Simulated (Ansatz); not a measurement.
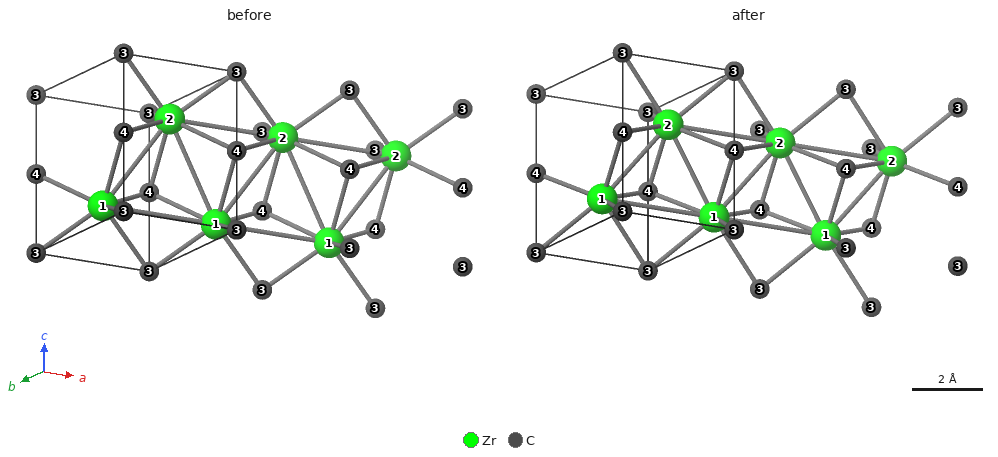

Left: a symmetric starting cell of ZrC. Right: the same structure after one change, at the same scale. A ball-and-stick model of the cell of the calculation, repeated 3 × 1 × 1 with one cell outlined, seen from a free direction.

All numbers below come from DFT PBE, scalar-relativistic, plane waves, PAW in Ansatz 0.2.0. (plane-wave cutoff 420 eV; k-point mesh 15 × 15 × 8; occupations gaussian; smearing width 0.1 eV; no spin polarisation)

Which change leads from the left to the right?

Answer. The cell is strained by +0.3 % along c and −1.2 % across it (volume −2.0 %) and the Zr atoms are displaced by 0.21 Å relative to the cell: Zr2 0.21 Å along −c. No relaxation follows. The starting cell wasn't computed here and needn't be at equilibrium, so pressure and forces aren't due to the change alone.

What does the change do?

Answer. Near-neighbour distances before and after: Zr–Zr 3.291 → 2.951 to 3.637 Å, C–Zr 2.363 → 2.233 to 2.473 Å, Zr–Zr 3.391 → 3.352 Å. The space group (tolerance 0.01 Å) goes from P6_3/mmc (No. 194) to P-3m1 (No. 164). The pressure is 11.2 GPa (not all of it need come from the change, since the unchanged cell can be under pressure at this level too). The principal stresses (compression positive) are 6.2 GPa along c and 13.8 GPa across it. The largest forces, 6.6 eV/Å, act on Zr1 and Zr2; on Zr1 it points along −c. The forces point straight back along the displacements (cosine −1.00).
